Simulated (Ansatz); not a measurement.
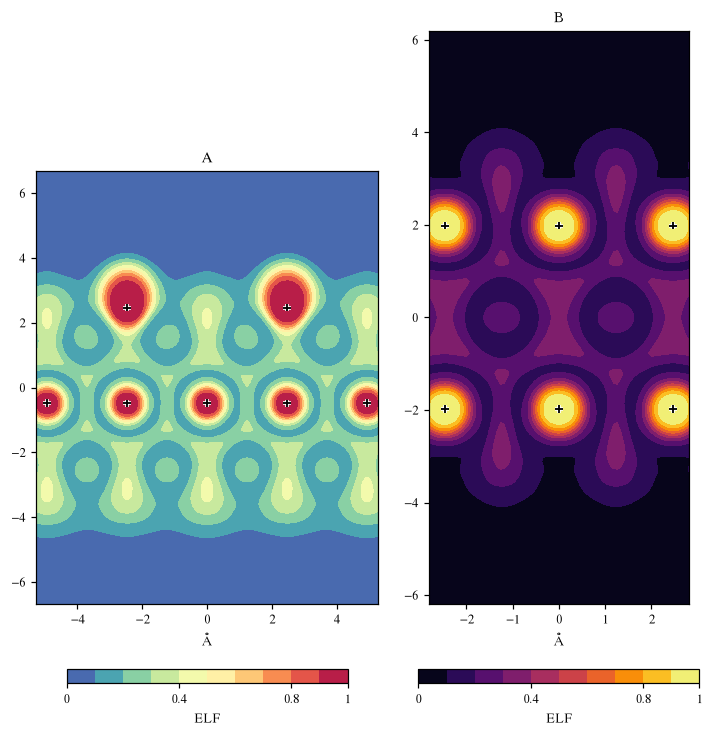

The ELF of 2 systems, each on a plane through atoms (crosses mark nuclei in the plane).

Method: DFT PBE+D3(BJ), scalar-relativistic, plane waves, PAW (Ansatz 0.2.0).

System 1: Co12H (slab), the (100) plane of the calculation cell, a cut from vacuum to vacuum. Spin-polarised.

System 2: Co (slab), the (010) plane of the calculation cell, a cut from vacuum to vacuum. Spin-polarised.

Question: Match each panel to its system.

Answer: Panel A is system 1, Co12H: the plane holds Co and H. Co–Co (2.47 Å): the ELF is about 0.25 at the midpoint (no localised pair shows between them). Panel B is system 2, Co: the plane holds Co. Co–Co (2.47 Å): the ELF is about 0.25 at the midpoint (no localised pair shows between them).
